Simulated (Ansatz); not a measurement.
System: Nb.

```cif
data_structure
_symmetry_space_group_name_H-M 'P 1'
_symmetry_Int_Tables_number 1
_cell_length_a 2.8298
_cell_length_b 2.8298
_cell_length_c 15.6181
_cell_angle_alpha 90.000
_cell_angle_beta 90.000
_cell_angle_gamma 120.000
_cell_volume 108.31
loop_
_atom_site_label
_atom_site_type_symbol
_atom_site_fract_x
_atom_site_fract_y
_atom_site_fract_z
_atom_site_occupancy
Nb1 Nb 0.00000 0.00000 0.75000 1
Nb2 Nb 0.33333 0.66667 0.91673 1
Nb3 Nb 0.66667 0.33333 0.08327 1
Nb4 Nb 0.00000 0.00000 0.25000 1
Nb5 Nb 0.66667 0.33333 0.41673 1
Nb6 Nb 0.33333 0.66667 0.58327 1
```

Space group P6₃/mmc; a generated structure, not necessarily the stable one.

Theory: Ansatz 0.2.0, DFT PBEsol, scalar-relativistic, plane waves, PAW.

Q: What can the converged valence pseudo-density and electron localisation function tell about the bonding?

A: Nb–Nb (2.83 Å): ρ at the midpoint is about 0.31 e/Å³; the ELF is about 0.25 at the midpoint: no shared electron pair shows on this line.

Q: Does the calculation make it a metal, or give it a gap?

A: It is gapless in this calculation (a metal or semimetal).

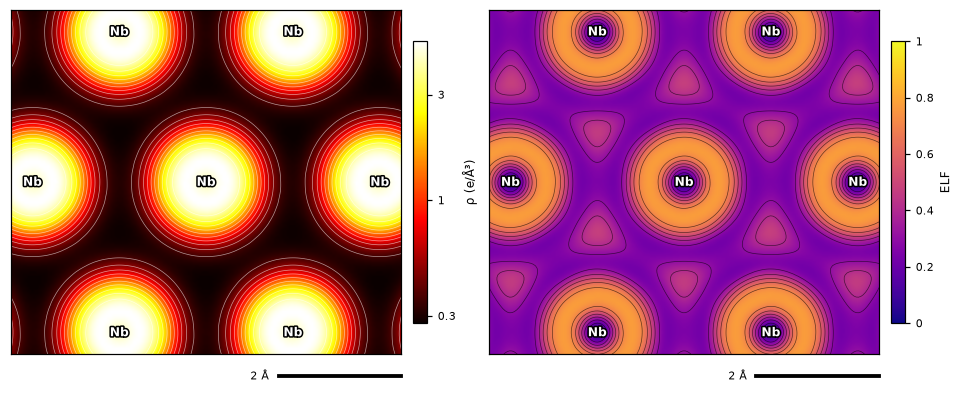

Computed valence pseudo-density and electron localisation function on the (001) plane of the conventional cell, in this order. 

The density is the valence pseudo-density of a PAW calculation; it isn't the true density close to the nuclei.
